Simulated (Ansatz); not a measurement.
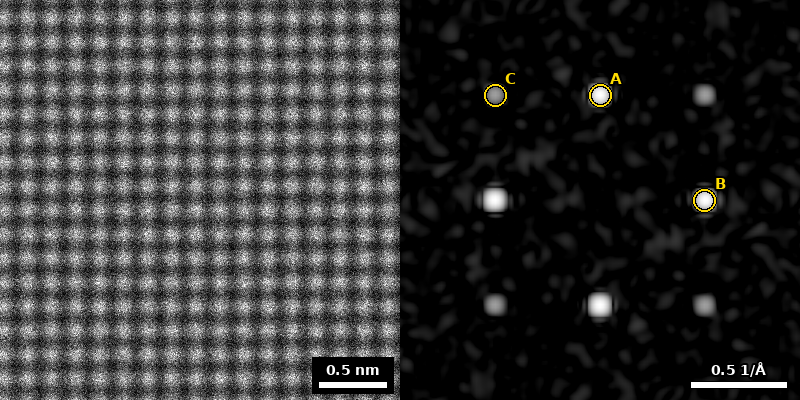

HAADF-like image of C (Pm-3m, No. 221) along [001]. Simulated incoherent Z contrast: every atom adds Z^1.7 spread by a probe of 1.29 Å full width; channelling and multiple scattering are left out. The probe carries 15 % of its weight in a tail 2.5 times as wide. Shot noise was added. Structure: the end point of a relaxation with DFT, BLYP, plane waves (420 eV) with PAW, scalar-relativistic (Ansatz); the starting structure was generated, so it need not be a known form of this composition.

The right panel is the modulus of the image's Fourier transform on a logarithmic scale.

a = 1.803 Å, b = 1.803 Å, c = 1.803 Å, α = 90.00°, β = 90.00°, γ = 90.00°

Question: Index the marked spots and give their plane spacings (the zone axis points at the viewer; indices equivalent by symmetry, or all signs reversed, are as good).

Answer: A: (-1 0 0), d = 1.80 Å; B: (010), d = 1.80 Å; C: (-1 -1 0), d = 1.28 Å. A and B enclose 90°, and every spot obeys the zone law hu + kv + lw = 0 for [001].
